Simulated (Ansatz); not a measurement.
## Electronic structure of SiNi in real space

```cif
data_structure
_symmetry_space_group_name_H-M 'P 1'
_symmetry_Int_Tables_number 1
_cell_length_a 2.9648
_cell_length_b 3.2067
_cell_length_c 4.6019
_cell_angle_alpha 90.000
_cell_angle_beta 90.000
_cell_angle_gamma 90.000
_cell_volume 43.75
loop_
_atom_site_label
_atom_site_type_symbol
_atom_site_fract_x
_atom_site_fract_y
_atom_site_fract_z
_atom_site_occupancy
Si1 Si 0.50000 0.50000 0.84230 1
Si2 Si 0.00000 0.00000 0.15770 1
Ni1 Ni 0.50000 0.50000 0.34422 1
Ni2 Ni 0.00000 0.00000 0.65578 1
```

Space group Pmmn; computed pressure about 14 GPa in this cell; the program warned that a starting moment wasn't kept; spin-polarised, but the moments vanished.

These are results of DFT, PBE, PAW with Ansatz's default frozen-core files, scalar-relativistic (Ansatz), not measurements.

The density is the valence pseudo-density of a PAW calculation; it isn't the true density close to the nuclei.

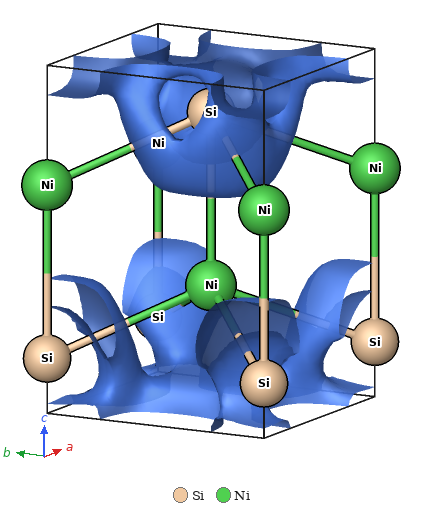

Figure 1. Isosurface of the electron localisation function at 0.55 (blue), seen at an oblique angle. Only the valence region is drawn (cores and ρ < 0.01 e/Å³ removed). Sticks mark near contacts.

Question: Identify the bonds, lone pairs and shells in this picture.

Answer: The surface consists of sheets that run through the cell in two directions, counted in one cell of 4 atoms. Regions shared between cells count once.


Si–Ni (2.29 Å): the ELF peaks at about 0.65 in the valence shell of Si, 0.9 Å from its nucleus, and is about 0.45 at the midpoint. Si–Ni (2.35 Å): the ELF peaks at about 0.70 in the valence shell of Si, 0.9 Å from its nucleus, and is about 0.50 at the midpoint.

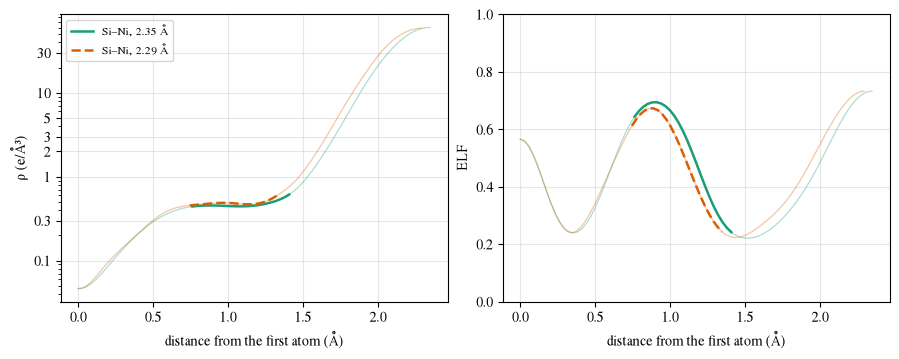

Figure 2. Valence electron density and ELF along straight lines between neighbouring atoms. Thin, pale parts lie inside the atomic spheres.

Question: Compare the contacts.

Answer: Si–Ni (2.35 Å): the density is about 0.45 e/Å³ at the midpoint; the ELF peaks at about 0.70 in the valence shell of Si, 0.9 Å from its nucleus, and is about 0.50 at the midpoint.
Si–Ni (2.29 Å): ρ at the midpoint is about 0.47 e/Å³; the ELF peaks at about 0.65 in the valence shell of Si, 0.9 Å from its nucleus, and is about 0.45 at the midpoint.

Question: Metal or insulator at this level of theory?

Answer: It is metallic or semimetallic at this level of theory: no gap opens.
